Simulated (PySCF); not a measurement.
System: zincblende ZnSe, space group F-43m, 2 atoms in the primitive cell; cubic a = 5.668 Å. Run without spin-orbit coupling: LDA, pob-dzvp-rev2 (all-electron), 2×2×2 k mesh, Fermi-Dirac smearing of 0.05 eV (PySCF). Run with it: LDA, pob-dzvp-rev2 (all-electron), 2×2×2 k mesh, Fermi-Dirac smearing of 0.05 eV (PySCF 2.14.0). Neither carries moments.

Without spin-orbit coupling the direct gap is 2.24 eV at Γ.

**What does spin-orbit coupling change near the gap?**

The threefold valence top at Γ (six states with spin) splits into a fourfold level on top and a twofold one 0.34 eV below it, the split-off level. The vertical gap goes from 2.24 to 2.12 eV at Γ. A third of the splitting is 0.11 eV, which accounts for the change at Γ: the fourfold level rises by about that much. The smallest gap over all k points computed narrows from 2.24 eV (valence top at Γ, conduction bottom at Γ) to 2.12 eV.

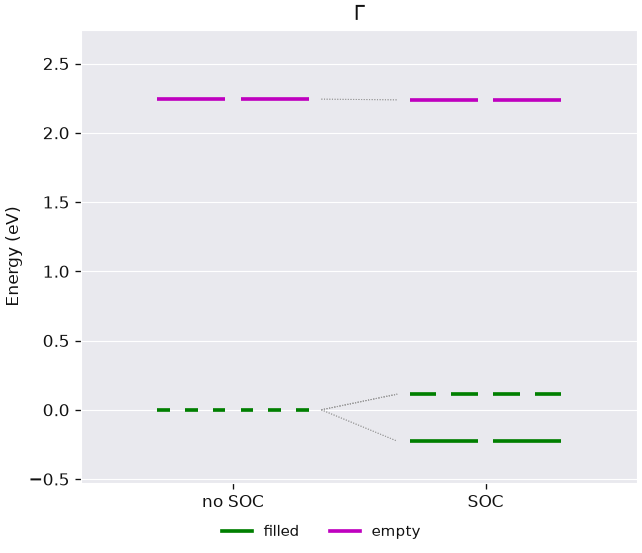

Levels at Γ, each bar one state with spin counted. Zero is the valence top without spin-orbit coupling, and the two sets are aligned on the mean of the six top valence states at Γ.

The k mesh is coarse, so the values aren't converged. The basis of atomic orbitals isn't converged, which shifts gaps and empty levels. LDA, GGA and most meta-GGA functionals understate gaps.
